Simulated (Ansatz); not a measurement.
# Two runs on CoSi2

System: CoSi2 (slab, 12 atoms in the cell).
Method of the first run: DFT, PBEsol, dispersion d4, plane waves, PAW, no spin polarisation (Ansatz 0.2.0).

The structure derives from an entry of the Crystallography Open Database. The input holds or restrains some coordinates. Forces given for the steps count only the free coordinates. Text and figures count atoms from 1; the logs count them from 0 in places.

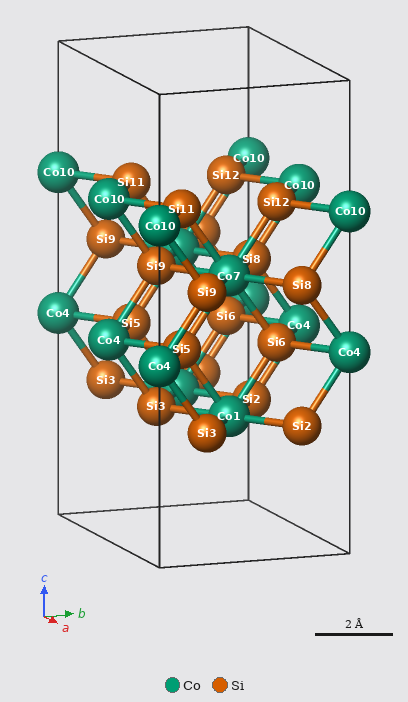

Figure 1. The starting structure (ball-and-stick view of the 2 × 1 repeat of the cell, with the vacuum cut short, seen slightly off an axis; atoms are numbered from 1 in the order of the input). An atom can appear more than once, as a periodic image.

### The input, the first run
```yaml
crystal:
  lattice:
    - [3.7565103795, 0.0, 0.0]
    - [0.0, 5.3125079259, 0.0]
    - [0.0, 0.0, 22.6347655692]
  atoms:
    - { symbol: Co, position: [0.5, 0.5, 0.3755285193] }
    - { symbol: Si, position: [0.0, 0.75, 0.3755285193] }
    - { symbol: Si, position: [0.0, 0.25, 0.3755285193] }
    - { symbol: Co, position: [0.0, 0.0, 0.4585095064] }
    - { symbol: Si, position: [0.5, 0.25, 0.4585095064] }
    - { symbol: Si, position: [0.5, 0.75, 0.4585095064] }
    - { symbol: Co, position: [0.5, 0.5, 0.5414904936] }
    - { symbol: Si, position: [0.0, 0.75, 0.5414904936] }
    - { symbol: Si, position: [0.0, 0.25, 0.5414904936] }
    - { symbol: Co, position: [0.0, 0.0, 0.6244714807] }
    - { symbol: Si, position: [0.5, 0.25, 0.6244714807] }
    - { symbol: Si, position: [0.5, 0.75, 0.6244714807] }
basis:
  ecutwfc: 420
kpoints:
  mp_grid: { grid: [10, 8, 1] }
hamiltonian:
  xc: pbesol
  dispersion: d4
scf:
  occupations: { method: gaussian, width: 0.1 }
  mixing: { algorithm: anderson, beta: 0.7, ndim: 8 }
output:
  forces: true
  eigenvalues: true
relax:
  adjacent_minimum: "off"
  f_tol: 0.03
  max_steps: 70
  constraints: [{ sites: [0, 1, 2, 3, 4, 5] }]
efield:
  axis: 3
  dipole_correction: true
  ramp_width: 0.04
```

Command:
```bash
ansatz run input.yaml --threads 2 --pin off --max-ram 5120MiB --backend cpu --events-out ev --progress --plain --runs-dir out
```

Hardware: 2 threads of Intel Xeon @ 2.50GHz (Skylake/Cascade Lake), 32 GiB of memory available, shared host.

### Output, shortened to warnings, some set-up lines, iterations and results (the first run)
```
Basis set: ecut = 420 eV, 8835 PW (Γ), exchange–correlation on 54×72×320 points (8 copies of the dense FFT grid, shifted against one another)
Symmetry: 4 space group operations
k-points: 30 of 80
Initial density: superposition of atomic densities (neutral atoms: chi_scale 0, normalization atom), corrected by the library's trained network
[...]
SCF iter   1: F=—  HF=-25348.155393 eV  |F-HF|=—  |Δ(HF+E_count)|=         —  Δρ=1.28e-2  dr2=7.72e-1  ethr=1.77e-3  p=-0.000 e·Å  D=-1.43e-14 V/Å  ΔV_dip=0.00 eV  …
SCF iter   2: F=—  HF=-25348.098745 eV  |F-HF|=—  |Δ(HF+E_count)|=   5.66e-2  Δρ=7.01e-3  dr2=1.51e-1  ethr=7.72e-4  p=-0.000 e·Å  D=-3.44e-7 V/Å  ΔV_dip=0.00 eV  …
SCF iter   3: F=—  HF=-25348.098926 eV  |F-HF|=—  |Δ(HF+E_count)|=   1.81e-4  Δρ=4.30e-3  dr2=6.57e-2  ethr=1.51e-4  p=0.000 e·Å  D=9.96e-6 V/Å  ΔV_dip=-0.00 eV  …
SCF iter   4: F=—  HF=-25348.095704 eV  |F-HF|=—  |Δ(HF+E_count)|=   3.22e-3  Δρ=1.25e-3  dr2=5.56e-3  ethr=6.57e-5  p=0.000 e·Å  D=4.21e-7 V/Å  ΔV_dip=-0.00 eV  …
SCF iter   5: F=—  HF=-25348.095753 eV  |F-HF|=—  |Δ(HF+E_count)|=   4.86e-5  Δρ=2.70e-4  dr2=1.53e-4  ethr=5.56e-6  p=0.000 e·Å  D=2.40e-6 V/Å  ΔV_dip=-0.00 eV  …
[... 30 lines ...]
SCF iter   1: F=—  HF=-25348.132230 eV  |F-HF|=—  |Δ(HF+E_count)|=         —  Δρ=1.69e-5  dr2=9.16e-7  ethr=9.12e-10  p=0.004 e·Å  D=1.58e-3 V/Å  ΔV_dip=-0.04 eV  …
SCF iter   2: F=—  HF=-25348.132240 eV  |F-HF|=—  |Δ(HF+E_count)|=   9.94e-6  Δρ=1.75e-5  dr2=8.87e-7  ethr=9.12e-10  p=0.004 e·Å  D=1.58e-3 V/Å  ΔV_dip=-0.04 eV  …
SCF iter   3: F=-25348.132241 eV  HF=-25348.132240 eV  |F-HF|=3.59e-7  |Δ(HF+E_count)|=   1.64e-7  Δρ=3.44e-6  dr2=4.78e-8  ethr=1.00e-10  p=0.004 e·Å  D=1.59e-3 V/Å  …
SCF 5 converged in 3 iterations: F = -25348.132241 eV  dr2 = 4.78e-8
relax step   5: F+E_penalty+E_count = -25348.13224080 eV  Δ(F+E_penalty+E_count) = -6.474e-7 eV  max|allowed force component| = 5.915e-3 eV/Å  Δτ_max = 0.0000 Å  (3 SCF …
SCF converged after 3 iterations
Stability not checked: this state was not tested for a lower state beside it, because the mixer in use, unlike msr1, does not test its closes by its own steps (another_mixer; see scf.mixing.algorithm and scf.lower_state_search)
Free energy (F): -25348.132241 eV
Harris-Foulkes:  -25348.132240 eV  (|F-HF|=3.59e-7)
Internal energy: -25348.097484 eV  (E = F + TS)
E sigma→0 (E₀):  -25348.114862 eV
Entropy (-TS):   -0.034757 eV (-2.896 meV/atom)
Fermi energy:    1.073026 eV
Dipole field:    D = 0.001637 V/Å  (p = 0.004087 e·Å, saw-weighted, corrected)
Work function:   Φ+ = 4.9941 eV   Φ− = 5.0311 eV
Levels:          The Fermi level and band energies are counted from a zero that moves with the ramp; work functions are not
--- Per-component energies (eV) ---
  E_band       = -2296.199053
  E_kinetic    = 2179.394323
  E_local      = -94570.015885  (includes V_loc(G=0)·N_el)
  E_nonlocal   = 2023.564325
  E_hartree    = 45632.987469
  E_xc         = -1080.828746
  E_vxc        = -1209.253737  (∫ρ·V_xc dr)
  E_paw        = -9929.020853  (= ΣΔE_a)
  E_vpaw       = -1985.843970  (= ΣTr[D̂ρ^β])
  E_aug_tail   = 0.000303  (compensation charges beyond the density's cutoff)
  E_efield     = 0.000003  (sawtooth field / dipole correction)
  E_vefield    = 0.002021  (∫n·V_field dr)
  E_ewald      = 30397.052412
  E_disp       = -2.236997  (pairwise vdW)
  E_core_change = 1.006162  (= ΣΔE_core)
  E_smearing   = -0.034757  (= −TS)
  E_closure    = -0.000000  (closes the sum)
  Σ components = -25348.132241   (vs F -25348.132241, Δ=0.00e0)
--- Forces (eV/Å), atoms counted from 1 ---
  atom   1  Co     0.00000000     0.00000000    -0.00017267
  atom   2  Si     0.00000000    -0.01874343     0.37119913
  atom   3  Si     0.00000000     0.01874343     0.37119913
  atom   4  Co     0.00000000     0.00000000     0.16135601
  atom   5  Si     0.00000000     0.01291768    -0.44521746
  atom   6  Si     0.00000000    -0.01291768    -0.44521746
  atom   7  Co     0.00000000     0.00000000     0.00525233
  atom   8  Si     0.00000000    -0.00189925    -0.00488012
  atom   9  Si     0.00000000     0.00189925    -0.00488012
  atom  10  Co     0.00000000     0.00000000    -0.00591513
  atom  11  Si     0.00000000     0.00320031    -0.00134053
  atom  12  Si     0.00000000    -0.00320031    -0.00134053
  max |Σ_I F_I| component: 4.26e-5 eV/Å
--- Relaxed structure (5 steps of the walk, 5 accepted, 0 SCFs on fresh bases) ---
  F+E_penalty+E_count = -25348.13224080 eV   max|allowed force component| = 5.915e-3 eV/Å
  atoms:
    - { symbol: Co, position: [0.5, 0.5, 0.37552851930000003] }
    - { symbol: Si, position: [0.0, 0.7500000000000001, 0.37552851930000003] }
[...]
```

The input of the second run differs as follows (lines with − go, lines with + come):
```diff
-  mp_grid: { grid: [10, 8, 1] }
+  mp_grid: { grid: [8, 6, 1] }
-  dispersion: d4
-  mixing: { algorithm: anderson, beta: 0.7, ndim: 8 }
+  write_density: true
+  write_potential: true
+  elf: true
+  volumetric_format: npy
```

Predict how the results change.

The total energies belong to different models, so their difference says nothing on which is more stable or more accurate. The largest force goes from 0.445 to 0.388 eV/Å. The SCF takes 24 iterations over all geometry steps against 30. The irreducible k-points go from 30 to 20. On the same kind of shared host the second run took about 0.64 times as long.

### Output, shortened to warnings, some set-up lines, iterations and results (the second run)
```
WARN: The input density's exchange-correlation potential varies sharply where the density is thin. Do not read a vacuum level from v_tot or v_xc, or from such a field of the output density. On a cell that repeats whose density bears no net charge and no dipole along the vacuum's axis use v_es (v_loc + v_h of the components); under efield.dipole_correction with no amplitude use v_es + v_field, …
Basis set: ecut = 420 eV, 8835 PW (Γ), exchange–correlation on 54×72×320 points (8 copies of the dense FFT grid, shifted against one another)
Symmetry: 4 space group operations
k-points: 20 of 48
Initial density: superposition of atomic densities (neutral atoms: chi_scale 0, normalization atom), corrected by the library's trained network
[...]
SCF iter   1: F=—  HF=-25345.937133 eV  |F-HF|=—  |Δ(HF+E_count)|=         —  Δρ=1.30e-2  dr2=8.26e-1  ethr=1.77e-3  p=-0.000 e·Å  D=-1.43e-14 V/Å  ΔV_dip=0.00 eV  …
SCF iter   2: F=—  HF=-25345.917880 eV  |F-HF|=—  |Δ(HF+E_count)|=   1.93e-2  Δρ=1.39e-2  dr2=5.32e-1  ethr=8.26e-4  p=0.000 e·Å  D=2.03e-6 V/Å  ΔV_dip=-0.00 eV  …
SCF iter   3: F=—  HF=-25345.868064 eV  |F-HF|=—  |Δ(HF+E_count)|=   4.98e-2  Δρ=1.53e-3  dr2=1.26e-2  ethr=5.32e-4  p=0.000 e·Å  D=6.99e-6 V/Å  ΔV_dip=-0.00 eV  …
SCF iter   4: F=—  HF=-25345.873266 eV  |F-HF|=—  |Δ(HF+E_count)|=   5.20e-3  Δρ=7.78e-4  dr2=2.95e-3  ethr=1.26e-5  p=0.000 e·Å  D=2.39e-6 V/Å  ΔV_dip=-0.00 eV  …
SCF iter   5: F=—  HF=-25345.874358 eV  |F-HF|=—  |Δ(HF+E_count)|=   1.09e-3  Δρ=3.30e-4  dr2=2.95e-4  ethr=2.95e-6  p=0.000 e·Å  D=3.41e-6 V/Å  ΔV_dip=-0.00 eV  …
[... 22 lines ...]
SCF iter   4: F=—  HF=-25345.900831 eV  |F-HF|=—  |Δ(HF+E_count)|=   2.04e-4  Δρ=3.18e-5  dr2=4.32e-6  ethr=1.28e-8  p=0.002 e·Å  D=8.97e-4 V/Å  ΔV_dip=-0.02 eV  …
SCF iter   5: F=—  HF=-25345.900832 eV  |F-HF|=—  |Δ(HF+E_count)|=   3.62e-7  Δρ=1.88e-5  dr2=1.49e-6  ethr=4.32e-9  p=0.002 e·Å  D=9.00e-4 V/Å  ΔV_dip=-0.02 eV  …
SCF iter   6: F=-25345.900832 eV  HF=-25345.900832 eV  |F-HF|=4.25e-7  |Δ(HF+E_count)|=   5.34e-7  Δρ=3.18e-6  dr2=4.94e-8  ethr=1.00e-10  p=0.002 e·Å  D=9.02e-4 V/Å  …
SCF 4 converged in 6 iterations: F = -25345.900832 eV  dr2 = 4.94e-8
relax step   4: F+E_penalty+E_count = -25345.90083247 eV  Δ(F+E_penalty+E_count) = -1.143e-4 eV  max|allowed force component| = 6.857e-3 eV/Å  Δτ_max = 0.0036 Å  (6 SCF …
WARN: The input density's exchange-correlation potential varies sharply where the density is thin. Do not read a vacuum level from v_tot or v_xc, or from such a field of the output density. On a cell that repeats whose density bears no net charge and no dipole along the vacuum's axis use v_es …
SCF converged after 6 iterations
Free energy (F): -25345.900832 eV
Harris-Foulkes:  -25345.900832 eV  (|F-HF|=4.25e-7)
Internal energy: -25345.863386 eV  (E = F + TS)
E sigma→0 (E₀):  -25345.882109 eV
Entropy (-TS):   -0.037446 eV (-3.121 meV/atom)
Fermi energy:    1.069658 eV
Dipole field:    D = 0.000851 V/Å  (p = 0.002125 e·Å, saw-weighted, corrected)
Work function:   Φ+ = 5.0071 eV   Φ− = 5.0264 eV
[...]
```

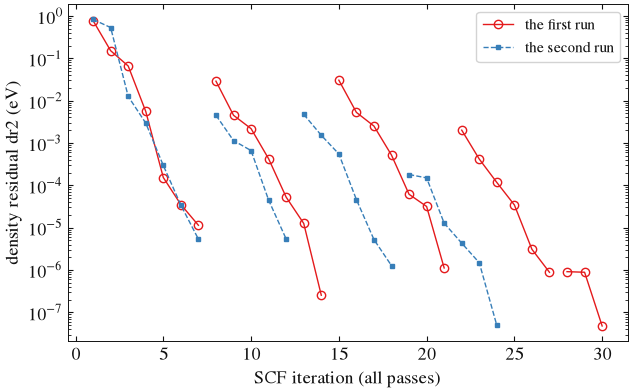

Figure 2. Convergence of the two runs: density residual dr2 against the SCF iteration. A break in a curve parts two SCF passes. The first run takes 30 iterations in all, and the second run takes 24.

### The two runs side by side

```csv
quantity,the first run,the second run
outcome,converged,converged
free energy per atom (eV),−2112.3444,−2112.1584
"energy per atom, smearing taken to zero (eV)",−2112.3429,−2112.1568
gap on the mesh (eV),0.00,0.00
largest force (eV/Å),0.445,0.388
SCF iterations,30,24
irreducible k-points,30,20
work function (eV),–,5.01
wall time (shared host),3.1 min,2 min
```

For both runs: The run has no spin polarisation, so a magnetic state may lie lower. For the second run: Warnings: the exchange-correlation potential is rough where the density is thin.
